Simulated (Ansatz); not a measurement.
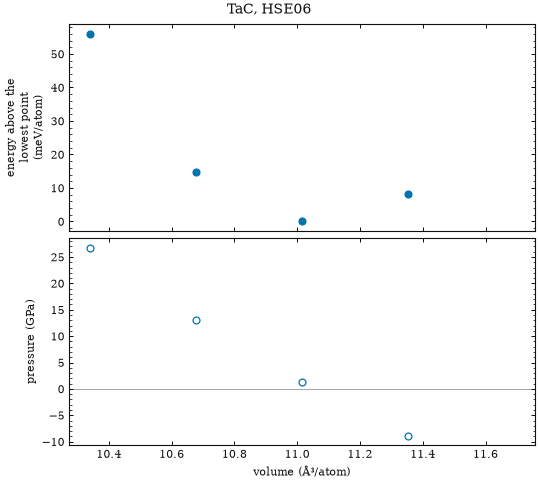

Plotted: energy above the lowest point and pressure against volume for TaC, space group Fm-3m (No. 225) (one of a set of cubic test structures, which need not be the stable phase).

How it was computed, with Ansatz 0.2.0 development build: equation of state of a cubic crystal from periodic Kohn-Sham density functional theory without spin, third-order Birch-Murnaghan fit to the free energies; pressure corrected for the finite basis. Level: HSE06.

structure type rock salt; atoms in cell 2; space group number 225; lattice centring face-centred primitive; k mesh 4×4×4; occupation method Fermi–Dirac; occupation width 0.1 eV; wave cutoff 420 eV; datasets soft-1 PAW; density tolerance 0 eV; bands 13; density cutoff ratio 4; search for lower states default; exchange singularity Wigner-Seitz.

The point at volume 11.69 Å³/atom is left out of the plot. What does the calculation give there?

| volume (Å³/atom) | energy above the lowest point (meV/atom) | pressure (GPa) |
| --- | --- | --- |
| 11.69 | 36.2 | −17.4 |

Note: coarse k-mesh, values are not converged in k.
